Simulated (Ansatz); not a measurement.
System: H8C35 (slab).

```
CELL_PARAMETERS angstrom
9.86020 0.00000 0.00000
-4.93010 8.53918 0.00000
0.00000 0.00000 19.81381
ATOMIC_POSITIONS crystal
C 0.41667 0.33333 0.40376
C 0.41666 0.58331 0.40295
C 0.41665 0.83330 0.40281
C 0.41665 0.08331 0.40343
C 0.66665 0.33331 0.40331
C 0.66664 0.58331 0.40257
C 0.66666 0.83330 0.40196
C 0.66666 0.08331 0.40268
C 0.91664 0.33328 0.40300
C 0.91663 0.58330 0.40282
C 0.91662 0.83329 0.40203
C 0.91663 0.08328 0.40234
C 0.16663 0.33329 0.40338
C 0.16664 0.58330 0.40314
C 0.16664 0.83330 0.40293
C 0.16663 0.08329 0.40317
C 0.33331 0.16665 0.40368
C 0.33331 0.41664 0.40353
C 0.33332 0.66664 0.40297
C 0.33331 0.91664 0.40312
C 0.58332 0.16664 0.40326
C 0.58333 0.41667 0.40335
C 0.58332 0.66662 0.40233
C 0.58332 0.91664 0.40241
C 0.83332 0.16662 0.40261
C 0.83331 0.41663 0.40309
C 0.83329 0.66663 0.40234
C 0.83331 0.91664 0.40187
C 0.08328 0.16661 0.40302
C 0.08330 0.41662 0.40322
C 0.08330 0.66663 0.40297
C 0.08329 0.91662 0.40264
C 0.81942 0.00883 0.58424
C 0.85207 0.87283 0.58506
C 0.70212 0.71337 0.58681
H 0.92801 0.12240 0.58117
H 0.74634 0.00025 0.54075
H 0.75663 0.00936 0.62999
H 0.92533 0.88417 0.62900
H 0.92145 0.87981 0.54037
H 0.72721 0.61678 0.58507
H 0.63446 0.69952 0.63295
H 0.62626 0.69954 0.54365
```

Method: Ansatz 0.2.0, DFT PBE+D3(BJ), scalar-relativistic, plane waves, PAW.

**What will maps of the valence pseudo-density show?**

C–H (1.10 Å): the density is about 1.9 e/Å³ at the midpoint.

**Does the calculation make it a metal, or give it a gap?**

It is gapped, with a Kohn–Sham gap of 2.0 eV on the k-point mesh, an upper bound to the gap of this method.

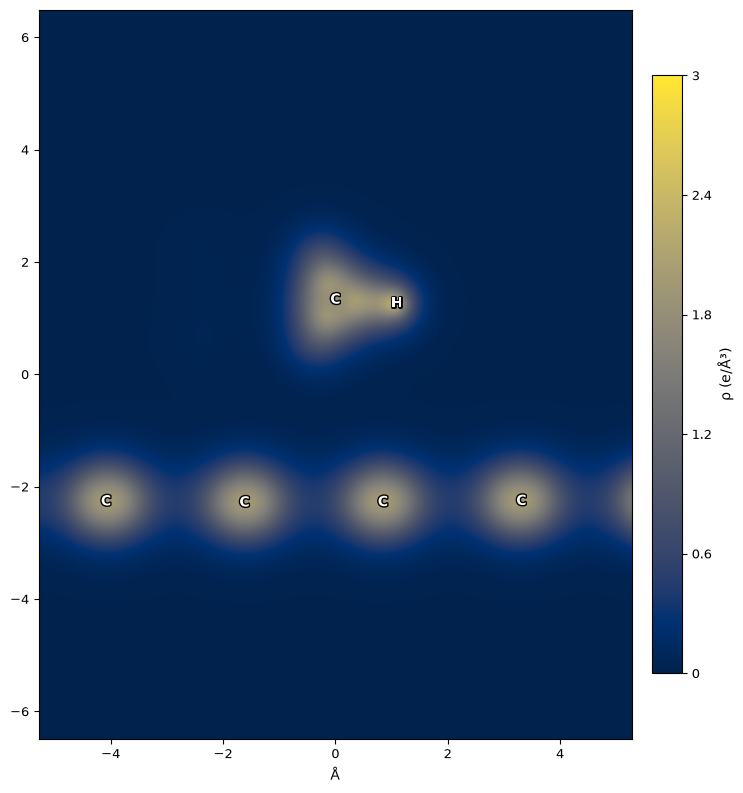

Computed valence pseudo-density on the (11̄0) plane of the calculation cell, a cut from vacuum to vacuum. Atoms just off the plane (C, 0.9 Å away and H, 0.5 Å away) can leave unmarked features too.
